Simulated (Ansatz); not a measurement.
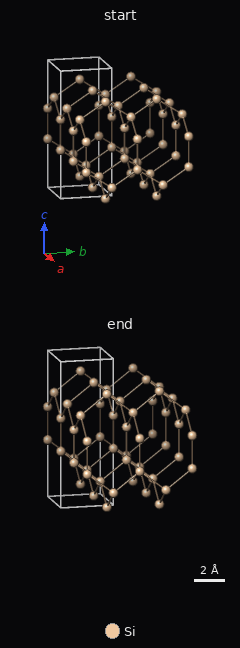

The structure of solid Si (a generated structure, set up in I-4m2) (coarse preliminary run) before (top) and after (bottom) a relaxation, at one scale.

The picture is a ball-and-stick view of the conventional cell (2 times the calculation's cell), repeated 3 × 2 × 1 with one cell outlined, seen slightly off an axis. Lengths and directions refer to the drawn axes.

All numbers below come from DFT PBE, scalar-relativistic, plane waves, PAW (Ansatz). Settings: plane-wave cutoff 420 eV; k-point mesh 6 × 6 × 6; occupations gaussian; smearing width 0.1 eV; no spin polarisation; cell and atoms relaxed; force threshold 0.04 eV/Å; at most 70 steps.

> Describe what moved and what it gained.

The largest moves relative to the cell, 0.073 Å, are those of Si atoms. The drawn cell changes as follows: a = b 3.585 → 3.676 Å (+2.5 %), c 8.873 → 10.169 Å (+14.6 %); the volume changes by +20.5 %. Some distances before and after: Si–Si 2.131 → 2.306 Å. Among the angles between lasting bonds that change: Si–Si–Si 114.5° → 105.7°, Si–Si–Si 122.7° → 127.2°, Si–Si–Si 107.0° → 111.4°. The space group stays I-4m2 (No. 119). Over 5 accepted moves (6 points after the start) the energy falls by 1.259 eV per cell of the calculation. Largest force component: 1.1 eV/Å at the start, 0.028 eV/Å at the end. The pressure goes from 27.10 to 0.08 GPa. The SCF was repeated once at an unchanged geometry on a basis and grid sized afresh for the cell, which shifted the energy by 8.0 meV per cell of the calculation at most. The run took 12 s on 1 thread of Arm Neoverse V2, on a shared host, peak memory 0.32 GiB.
